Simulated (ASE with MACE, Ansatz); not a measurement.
# Boundary energy of (10-13) twin boundary in hcp Co (70 atoms)

What is the boundary energy of this cell, counted against the bulk crystal, and how far does it hang on functional and mesh?

Calculated with Ansatz 0.2.0: Kohn-Sham DFT, PBE, PAW (set soft_2), plane waves; cutoff 420 eV, fermi-dirac smearing of 0.1 eV, spin polarised, started with 70 parallel moments, ending at 113.7 μB in the cell. Cutoffs: 420 eV for PBE and PBEsol; 500 eV for r2SCAN.

**The cells**

The cell holds 70 atoms: 70 Co. Cell: a = 8.488 Å, b = 4.980 Å, c = 20.528 Å, α = 90.0°, β = 90.0°, γ = 116.1°. It derives from Co. The starting structure: Two grains of Co, one the mirror image of the other in the boundary plane, two boundaries a cell; of 6 trial joints (lateral shifts, openings, close atoms taken out) the lowest after a short relaxation with the MACE-MP-0b2 potential was kept (shift [0, 0] of the surface cell, opening 0.00 Å, one of each pair under 1.74 Å removed), then its atoms and the cell's length along the normal were relaxed with that potential. Lattice constants are starting values near those of PBE.

The bulk reference is Co2 in a cell of 2 atoms, 10.819 Å³ an atom.

The input of the single point on the relaxed cell:

```yaml
crystal:
  lattice:
    - [8.48774, 0.0, 0.0]
    - [-2.19143, 4.47192, 0.0]
    - [0.0, 0.0, 20.52796]
  atoms:
    - { symbol: Co, position: [0.23925, 0.42957, 0.99974], spin: 1.7 }
    - { symbol: Co, position: [0.93459, 0.20082, 0.05402], spin: 1.7 }
    - { symbol: Co, position: [0.48735, 0.36574, 0.05733], spin: 1.7 }
    - { symbol: Co, position: [0.18343, 0.13752, 0.10209], spin: 1.7 }
    [... 64 atom lines left out ...]
    - { symbol: Co, position: [0.62491, 0.71853, 0.56002], spin: 1.7 }
    - { symbol: Co, position: [0.15972, 0.87009, 0.55646], spin: 1.7 }
magnetization:
  spin_polarized: true
kpoints:
  mp_grid: { grid: [5, 8, 2] }
hamiltonian:
  xc: pbe
scf:
  occupations: { method: fermi_dirac, width: 0.1 }
  lower_state_search: "off"
output:
  forces: true
  stress: true
  populations: true
  dos:
    method: { smearing: { sigma: 0.08 } }
    de: 0.1
    projected:
      site_lists:
        Co: [Co]
        lower_grain: [... 38 sites ...]
        upper_grain: [... 32 sites ...]
  eigenvalues: true
  write_density: true
  write_potential: true
  volumetric_format: npy
```

```
                           cell  formula                    k-mesh  relaxation steps  gain on relaxing (eV)  free energy, PBE (eV)  moment (μB)  time of its runs on this page
(10-13) twin boundary in hcp Co     Co70  5×8×2 (relaxed on 3×5×1)                 3                   0.09            -358826.798        113.7                        7.8 min
                        bulk Co      Co2                  26×26×14                 -                      -             -10252.333          3.2                           26 s
```

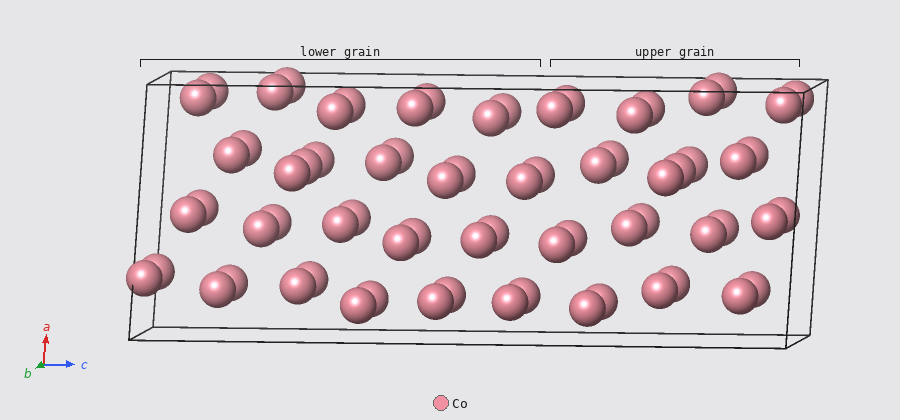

The relaxed cell. Some periodic images of atoms are drawn too.

**Boundary energy**

The excess is the cell's free energy less 35 times that of the bulk cell. It is divided by twice the area, as the cell holds two boundaries, so the value is their mean, and they need not be alike (37.96 Å²), with 1 eV/Å² = 16.022 J/m².

```
           level  k-mesh  excess (eV)  boundary energy (J/m²)  per area (meV/Å²)
             PBE   5×8×2        4.858                   1.025               64.0
PBE, denser mesh  6×10×2        4.838                   1.021               63.7
          r2SCAN   5×8×2        4.608                   0.973               60.7
          PBEsol   5×8×2        5.690                   1.201               75.0
```

Worked for the first row at PBE: (-358826.798) − 35 × (-10252.333) = 4.858 eV (from unrounded energies).

Then 4.858 / (2 × 37.96) × 16.022 = 1.025 J/m².

**Neighbours**

Bonds by pair of elements; cutoffs follow the first minimum of g(r), held within bounds set by covalent radii, and pairs that aren't listed don't count as bonded:

```tsv
pair A-B	cutoff (Å)	bonds	mean length (Å)	spread (Å)	shortest (Å)	B about A	A about B
Co-Co	2.93	406	2.48	0.038	2.23	11.6	11.6
```

How many atoms have how many bonded neighbours:

```tsv
element	mean	9	10	11	12
Co	11.6	4	4	8	54
```

**Findings**

At PBE the boundary energy is 1.03 J/m². At the same geometries the levels give 0.97 (r2SCAN) to 1.20 J/m² (PBEsol) and the denser mesh leaves it within 0.01 J/m². Relaxing the atoms lowered it by 0.018 J/m² from the start (on the 3×5×1 mesh of the relaxation), and the farthest atom moved 0.06 Å. By these cutoffs 16 of 70 Co atoms differ from the commonest count of 12.

Limits: The cell edges were held, so the lattice is the typed one for every functional, and the length along the normal is the one that the machine-learned potential gave. Cell and bulk are sampled on unlike meshes, and the error grows with the number of atoms subtracted. These are free energies under a smearing of 0.1 eV, whose entropy term isn't removed. The joint was picked among a few trials by a machine-learned potential, and a lower one may exist. The run was spin polarised, started with 70 parallel moments, ending at 113.7 μB in the cell; that starting order needn't be the real material's, and it bears on forces, charges and levels. In some runs the program notes that positions were snapped to a detected symmetry. Spin-polarised runs here had the search for other magnetic states switched off.

[Logs are printed without paths, hosts, clocks, repeated set-up lines and the standing remarks that a program may print on its own settings, such as how far it seeks lower states.]

[Hosts, paths, dates, database ids (printed as entryN), source tags and the programs' standing remarks are cut or masked in the printed files.]
